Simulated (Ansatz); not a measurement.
The coordinates of a crystal:

```xyz
4
Lattice="3.4419 0.0000 0.0000 -1.7210 2.9808 0.0000 0.0000 0.0000 11.0623" Properties=species:S:1:pos:R:3 pbc="T T T"
Hg    0.0000    0.0000    0.0000
Hg    0.0000    1.9872    2.7656
Hg    0.0000    0.0000    5.5312
Hg    1.7210    0.9936    8.2967
```

Work out the structure from the coordinates.

The element is mercury. Symmetry: P6_3/mmc (No. 194), primitive hexagonal lattice. Type of structure: double hexagonal close-packed (α-La type). The cell holds four atoms. Each Hg is bonded to twelve Hg at 3.41 to 3.44 Å. The bonds build a three-dimensional framework.

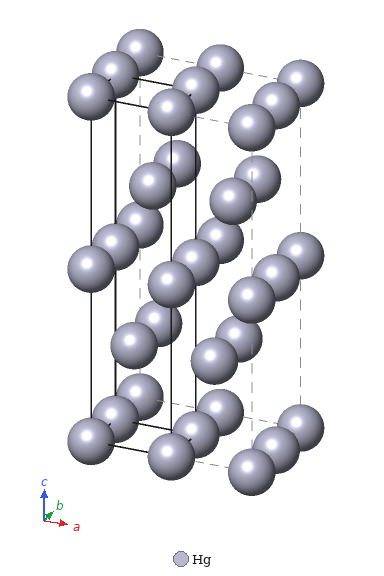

We look at a spheres-only model of the crystal slightly off an axis. A block of 2×2×1 cells is shown, with one conventional unit cell in solid outline. Colours: mercury light grey.

It goes back to a structure listed in the Materials Project. Earlier steps of the study may have refined or changed the cell and positions. A calculation with Ansatz used it as input.
